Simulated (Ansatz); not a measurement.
## Geometry relaxation, with input and output: MnS (part 2 of 2)

The same run, continued: MnS (P6₃mc, 4 atoms in the cell); DFT PBEsol, scalar-relativistic, plane waves, PAW, spin-polarised (Ansatz 0.2.0); cutoff 420 eV, 12×12×8 k-mesh, Gaussian smearing of 0.1 eV, collinear spins. The structure derives from an entry of the Crystallography Open Database. It belongs to a series of runs on one base structure; here: volume × 0.94, shape and atoms relaxed.

Geometry of the input (Å; fractional positions):
```
3.8523  0.0000  0.0000
-1.9261  3.3362  0.0000
0.0000  0.0000  6.2063
Mn 0.3333  0.6667  0.0028
Mn 0.6667  0.3333  0.5028
S  0.3333  0.6667  0.3822
S  0.6667  0.3333  0.8822
```

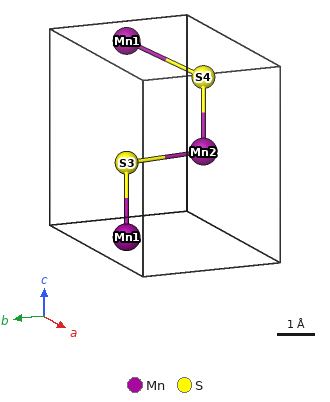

*The geometry at step 1 of the log (ball-and-stick view of the cell of the calculation, seen at an oblique angle; atoms are numbered from 1 in the order of the input).*

What the program printed, continued:
```
relax step   2: F+E_penalty+E_count = -9508.61013045 eV  Δ(F+E_penalty+E_count) = -9.634e-5 eV  max|allowed force component| = 4.811e-3 eV/Å  Δτ_max = 0.0011 Å  P = +2.796 GPa  Ω = 79.763 Å³  energy of the carried Pulay correction = +2.428e-8 eV  fix = [volume]  reactions: volume +2.796 GPa  (6 SCF iters, dr2 threshold 3.59e-8 eV, accepted)
Initial wavefunctions: pseudopotential atomic-orbital guess (no wavefunctions were taken with the density)
iter 1 solved again at ethr=8.62e-8 eV; its pass at ethr=3.10e-3 eV (dr2=3.62e-5 eV) is discarded
SCF iter   1: F=—  HF=-9508.610125 eV  |F-HF|=—  |Δ(HF+E_count)|=         —  Δρ=9.43e-7 (↑5.21e-7 ↓9.43e-7)  dr2=1.51e-10  dr2_m=3.02e-10  M=9.384 μB ∫|m|=9.384 μB  β_m=0.65  ethr=8.62e-8  ⟨swp⟩=3.0  Hψ=41495  notcnv=0
eigensolver tolerance schedule: the retry pair's looser diagonalisation over-reported the residual by 240110.22 of it (diagonalisation noise at an unbounded share of the residual, at the tolerance the schedule requests for it); recorded, not acted on — ethr = c·dr2/N_el stays at c = 1.0e-1
SCF iter   2: F=—  HF=-9508.610132 eV  |F-HF|=—  |Δ(HF+E_count)|=   6.97e-6  Δρ=4.88e-7 (↑4.88e-7 ↓3.54e-7)  dr2=1.83e-10  dr2_m=7.07e-11  M=9.384 μB ∫|m|=9.384 μB  β_m=0.48  ethr=1.00e-12  ⟨swp⟩=3.0  Hψ=12182  notcnv=0
SCF iter   3: F=—  HF=-9508.610132 eV  |F-HF|=—  |Δ(HF+E_count)|=  4.00e-11  Δρ=2.36e-7 (↑2.07e-7 ↓2.36e-7)  dr2=2.09e-11  dr2_m=2.66e-11  M=9.384 μB ∫|m|=9.384 μB  β_m=0.49  ethr=1.00e-12  ⟨swp⟩=2.5  Hψ=9024  notcnv=0
SCF iter   4: F=-9508.610132 eV  HF=-9508.610132 eV  |F-HF|=3.09e-11  |Δ(HF+E_count)|=  7.64e-11  Δρ=2.08e-7 (↑9.86e-8 ↓2.08e-7)  dr2=4.93e-11  dr2_m=1.03e-11  M=9.384 μB ∫|m|=9.384 μB  ethr=1.00e-12  ⟨swp⟩=2.0  Hψ=16240  notcnv=0
SCF 3 converged in 4 iterations: F = -9508.610132 eV  dr2 = 4.93e-11
relax step   3: F+E_penalty+E_count = -9508.61013170 eV  Δ(F+E_penalty+E_count) = -1.245e-6 eV  max|allowed force component| = 4.817e-3 eV/Å  Δτ_max = 0.0000 Å  P = +2.796 GPa  Ω = 79.763 Å³  fix = [volume]  reactions: volume +2.796 GPa  stress off target by 6.43e-2 GPa on what of the cell is left free  SCF on the basis re-selected at this cell (its energy is not comparable with the rows above)  (4 SCF iters)
basis re-selected at this cell: Δ(F+E_penalty+E_count) = -1.245e-6 eV, ΔP = -0.000 GPa vs the last step (what re-selecting the basis moved, of the pressure what is left beyond the Pulay correction that the steps carried, after the strain that the cell walked since its last selection, with what the two solves' SCF thresholds leave and, on support functions, any second-order correction that the steps lacked; it is no measure of the basis error at this ecutwfc). This SCF's stress stands 6.43e-2 GPa from its target on what of the cell is left free (relax.cell.stress_tol is 1.00e-1 GPa) and its largest allowed force component is 4.82e-3 eV/Å (relax.f_tol is 1.00e-2 eV/Å): within both
WARN: an SCF from ferrimagnetic starting moments (-4.49, 4.49, 0.14, 0.14 Bohr magnetons, atom by atom) was not made, by what the run has read of turns of its moments that order reads lower: the deck asks for what bars it, or types moments that do (magnetization.spin_polarized, in the input reference, names some of the keys), or the run goes by scf.lower_state_search: light, the default, which as a rule tries one only behind a close that has lost an order of both signs, or on which an open d or half-filled 4f shell of a PAW file has lost a moment that was set nearer to Hund's than to what is left; or, under a Hubbard U, one that names an f shell that the input leaves bare beside given moments, or a larger moment for a shell of low spin that is given one. standard, with a start from the atoms, tries one behind each close (in a relaxation, ahead of its steps or at their end). To set out from that order, type those moments (crystal.atoms[].spin; where shells were raised to Hund's moment, beside crystal.symmetry.detect: false) under scf.lower_state_search: light. The bands of the close that named these starting moments, or of the one ahead of a search that led to it (under cold or Methfessel-Paxton smearing those of the Gaussian ahead of it) read a cost of -535.95 meV for the turn to them, carried on from a small turn (-535.95 by the pairs of d shells alone)
SCF converged after 4 iterations
Magnetization: 9.3838 μB (25.6919 up, 16.3081 down)
Absolute magnetization: 9.3838 μB (∫|ρ↑−ρ↓|, with the PAW one-centre terms)
Spin contamination: 0.0537 ħ² per cell (⟨S²⟩ above its minimum at these occupations)
Per-site moments (μB) at R_I (Å): [(3.901096831201902, 0.9679108476286651), (3.9010968312019028, 0.9679108476286651), (0.11032958516533213, 0.9679108476286651), (0.11032958516533133, 0.9679108476286651)]
Free energy (F): -9508.610132 eV
Harris-Foulkes:  -9508.610132 eV  (|F-HF|=3.09e-11)
Internal energy: -9508.596693 eV  (E = F + TS)
E sigma→0 (E₀):  -9508.603412 eV
Entropy (-TS):   -0.013439 eV (-3.360 meV/atom)
Fermi energy:    8.468440 eV
--- Per-component energies (eV) ---
  E_band       = -670.148429
  E_kinetic    = 816.061488
  E_local      = -5424.960906  (includes V_loc(G=0)·N_el)
  E_nonlocal   = 560.616659
  E_hartree    = 2228.700343
  E_xc         = -414.024598
  E_vxc        = -459.669467  (∫ρ·V_xc dr)
  E_paw        = -3719.257888  (= ΣΔE_a)
  E_vpaw       = -619.596397  (= ΣTr[D̂ρ^β])
  E_aug_tail   = -0.000017  (compensation charges beyond the density's cutoff)
  E_ewald      = -3556.194973
  E_core_change = 0.463199  (= ΣΔE_core)
  E_smearing   = -0.013439  (= −TS)
  E_closure    = 0.000000  (closes the sum)
  Σ components = -9508.610132   (vs F -9508.610132, Δ=0.00e0)
--- Forces (eV/Å), atoms counted from 1 ---
  atom   1  Mn     0.00000000     0.00000000     0.00481722
  atom   2  Mn     0.00000000     0.00000000     0.00481722
  atom   3  S      0.00000000     0.00000000    -0.00481742
  atom   4  S     -0.00000000    -0.00000000    -0.00481742
  max |Σ_I F_I| component: 4.02e-7 eV/Å
--- Stress (GPa, compression-positive) ---
        2.764086      -0.000000      -0.000000
       -0.000000       2.764086       0.000000
       -0.000000       0.000000       2.860581
  P = ⅓ Tr σ = 2.7963 GPa (27.963 kbar)
--- Band table (eV; the first three rows and the last of 190) ---
  k-point 0 ↑: bands = ["-72.9907", "-72.9904", "-41.8746", "-41.8746", "-41.8735", "-41.8735", "-41.8679", "-41.8619", "-5.9243", "-5.0589", "2.2579", "3.4068", "3.4068", "3.4742", "3.5506", "3.5506", "5.2657", "5.2657", "5.6046", "5.6046", "5.8506", "8.0454", "8.0454", "8.9962", "9.2032", "9.2032", "9.8498", "11.4508", "14.3372", "14.3372", "14.7363"]
  k-point 1 ↑: bands = ["-72.9907", "-72.9904", "-41.8745", "-41.8745", "-41.8736", "-41.8736", "-41.8676", "-41.8621", "-5.8951", "-5.0965", "2.2936", "3.4089", "3.4089", "3.4151", "3.5415", "3.5415", "5.2828", "5.2828", "5.5973", "5.5973", "5.9528", "8.0831", "8.0831", "8.7104", "9.1529", "9.1529", "10.1737", "11.4558", "14.3458", "14.3458", "14.5780"]
  k-point 2 ↑: bands = ["-72.9907", "-72.9905", "-41.8744", "-41.8744", "-41.8737", "-41.8737", "-41.8670", "-41.8628", "-5.8108", "-5.2011", "2.3996", "3.2537", "3.4164", "3.4164", "3.5173", "3.5173", "5.3302", "5.3302", "5.5732", "5.5732", "6.2420", "8.1935", "8.1935", "8.2277", "9.0123", "9.0123", "10.7200", "11.4700", "14.2725", "14.3875", "14.3875"]
  k-point 94 ↓: bands = ["-68.5987", "-68.5987", "-37.5658", "-37.5658", "-37.5642", "-37.5642", "-37.5441", "-37.5441", "-4.5801", "-4.5801", "3.3304", "3.3304", "3.9220", "3.9220", "5.2100", "5.2100", "8.5908", "8.5908", "9.3155", "9.3155", "9.7025", "9.7025", "9.8129", "9.8129", "10.4392", "10.4392", "14.3960", "14.3960", "15.0627", "15.0627", "16.3583"]
--- Relaxed structure (2 steps of the walk, 2 accepted, 1 SCFs on fresh bases) ---
  F+E_penalty+E_count = -9508.61013170 eV   max|allowed force component| = 4.817e-3 eV/Å   (the final SCF, on the basis selected at the relaxed cell)
  cell:  # Å, volume = 79.7628 Å³
    - [3.8500774998103617, 2.8850890162522246e-11, 3.590752977280133e-36]
    - [-1.9250387499301667, 3.3342649213602256, 2.869148456843004e-36]
    - [5.784902645806369e-36, 8.677353968709554e-36, 6.213417634477906]
  atoms:
    - { symbol: Mn, position: [0.3333333333333333, 0.6666666666666666, 0.0029764081048262534] }
    - { symbol: Mn, position: [0.6666666666666667, 0.3333333333333333, 0.5029764081048264] }
    - { symbol: S, position: [0.3333333333333333, 0.6666666666666666, 0.38202359189517376] }
    - { symbol: S, position: [0.6666666666666667, 0.3333333333333333, 0.8820235918951738] }
--- Löwdin populations: 4 sites ---
  site symbol       q [e]    m [muB]
     0     Mn     14.0355     4.3156
     1     Mn     14.0355     4.3156
     2      S      6.7737     0.2735
     3      S      6.7737     0.2735
  spilling = 0.009087 (of n_electrons = 42.000000)
```

File populations.tsv:
```
# site	symbol	l	j	q_up	q_dn
# orbitals = lowdin
# n_electrons = 42.000000
# spilling = 0.009087
0	Mn	0_3S	-	0.999700	0.999740
0	Mn	0_4S	-	0.305998	0.242132
0	Mn	1_3P	-	2.999304	2.997754
0	Mn	2_3D	-	4.870542	0.620335
1	Mn	0_3S	-	0.999700	0.999740
1	Mn	0_4S	-	0.305998	0.242132
1	Mn	1_3P	-	2.999304	2.997754
1	Mn	2_3D	-	4.870542	0.620335
2	S	0_3S	-	0.909016	0.870255
2	S	1_3P	-	2.614554	2.379844
3	S	0_3S	-	0.909016	0.870255
3	S	1_3P	-	2.614554	2.379844
```

Trajectory as extended XYZ (Å, eV, eV/Å), 3 frames, from step=1 to step=3:
```
4
Lattice="3.8523 0.0000 0.0000 -1.9261 3.3362 0.0000 0.0000 0.0000 6.2063" Properties=species:S:1:pos:R:3:forces:R:3 step=1 energy=-9508.61003 pressure_GPa=2.80
Mn    0.0000    2.2241    0.0173    0.0000   0.0000   0.0027
Mn    1.9261    1.1121    3.1205    0.0000   0.0000   0.0027
S     0.0000    2.2241    2.3721    0.0000   0.0000  -0.0027
S     1.9261    1.1121    5.4752    0.0000   0.0000  -0.0027
4
Lattice="3.8501 0.0000 0.0000 -1.9250 3.3343 0.0000 0.0000 0.0000 6.2134" Properties=species:S:1:pos:R:3:forces:R:3 step=2 energy=-9508.61013 pressure_GPa=2.80
Mn    0.0000    2.2228    0.0185    0.0000   0.0000   0.0048
Mn    1.9250    1.1114    3.1252    0.0000   0.0000   0.0048
S     0.0000    2.2228    2.3737    0.0000   0.0000  -0.0048
S     1.9250    1.1114    5.4804    0.0000   0.0000  -0.0048
4
Lattice="3.8501 0.0000 0.0000 -1.9250 3.3343 0.0000 0.0000 0.0000 6.2134" Properties=species:S:1:pos:R:3:forces:R:3 step=3 energy=-9508.61013 pressure_GPa=2.80
Mn    0.0000    2.2228    0.0185    0.0000   0.0000   0.0048
Mn    1.9250    1.1114    3.1252    0.0000   0.0000   0.0048
S     0.0000    2.2228    2.3737    0.0000   0.0000  -0.0048
S     1.9250    1.1114    5.4804    0.0000   0.0000  -0.0048
```

Results in brief:

```json
{"quantity": "outcome", "value": "converged"}
{"quantity": "space group (tolerance 0.01 Å)", "value": "P6₃mc (186)"}
{"quantity": "electrons treated", "value": "42"}
{"quantity": "free energy", "value": "−9508.6101 eV"}
{"quantity": "Fermi energy", "value": "8.468 eV"}
{"quantity": "gap on the k-point mesh", "value": "none (metallic)"}
{"quantity": "net moment of the cell", "value": "9.38 μB"}
{"quantity": "integrated absolute moment", "value": "9.38 μB"}
{"quantity": "pressure", "value": "2.80 GPa"}
{"quantity": "final volume", "value": "79.76 Å³"}
{"quantity": "largest force (length of the vector) at the end", "value": "0.005 eV/Å"}
{"quantity": "final cell", "value": "a = 3.850 Å, b = 3.850 Å, c = 6.213 Å, α = 90.00°, β = 90.00°, γ = 120.00°"}
{"quantity": "hardware", "value": "1 thread of Intel Xeon @ 2.50GHz (Skylake/Cascade Lake), 189 GiB of memory available, shared host"}
{"quantity": "wall time", "value": "4.3 min"}
{"quantity": "peak memory", "value": "0.64 GiB"}
```

Remarks:

The electronic state found may not be the lowest one. Warnings of the run: another magnetic order may lie lower.
